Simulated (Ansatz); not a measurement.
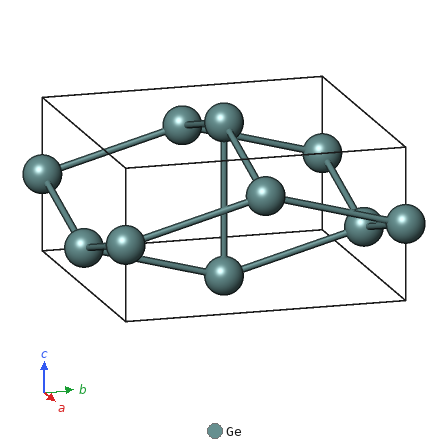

System: Ge, space group I4_1/amd (No. 141). The picture shows the conventional cell.

Structure:
```
CELL_PARAMETERS angstrom
-2.57449 2.57449 1.39741
2.57449 -2.57449 1.39741
2.57449 2.57449 -1.39741
ATOMIC_POSITIONS crystal
Ge 0.50000 0.50000 0.00000
Ge 0.25000 0.75000 0.50000
```

Calculation (Ansatz 0.2.0): all-electron LAPW DFT, no spin polarisation; energies at scaled volumes of the given cell, shape and fractions fixed, counted from the fit's minimum, third-order Birch-Murnaghan fit. Level: LDA.

```json
{"setting": "k mesh", "value": "11×11×11"}
{"setting": "occupations", "value": "Fermi–Dirac"}
{"setting": "smearing width", "value": "0.05 eV"}
{"setting": "potentials", "value": "all electron LAPW, scalar relativistic"}
{"setting": "program settings", "value": "basis error eV/atom 0.001"}
```

What does the calculation give for the energy and pressure against volume? The volume takes the values 17.41, 17.78, 18.15, 18.52, 18.89, 19.27, 19.64 Å³/atom.

A third-order Birch–Murnaghan fit gives V0 = 17.95 Å³/atom, B0 = 82.4 GPa and B′ = 4.3. The energy is 4.33 meV/atom at volume 17.41 Å³/atom and 34.83 meV/atom at 19.64 Å³/atom; the lowest computed point is at volume 17.78 Å³/atom (0.40 meV/atom). The pressure falls from 2.67 GPa at volume 17.41 Å³/atom to −6.10 GPa at 19.64 Å³/atom, and changes sign near 17.95 Å³/atom.

```tsv
volume (Å³/atom)	energy (meV/atom)	pressure (GPa)
17.41	4.33	2.67
17.78	0.40	0.78
18.15	0.59	-0.91
18.52	4.50	-2.43
18.89	11.73	-3.79
19.27	21.95	-5.01
19.64	34.83	-6.10
```

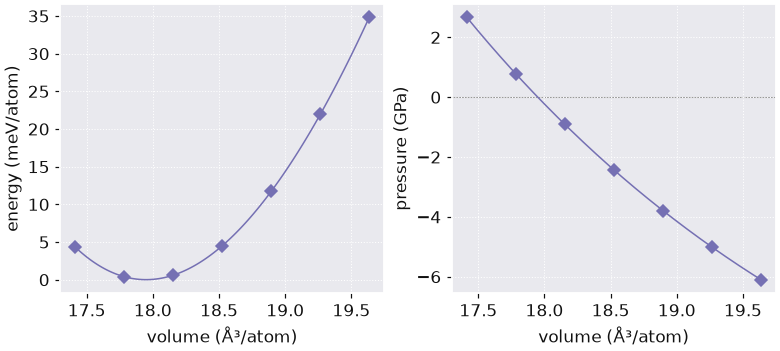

Limits of the calculation: shape and atomic fractions are frozen while scaling, which makes layered, chain and framework solids too stiff.
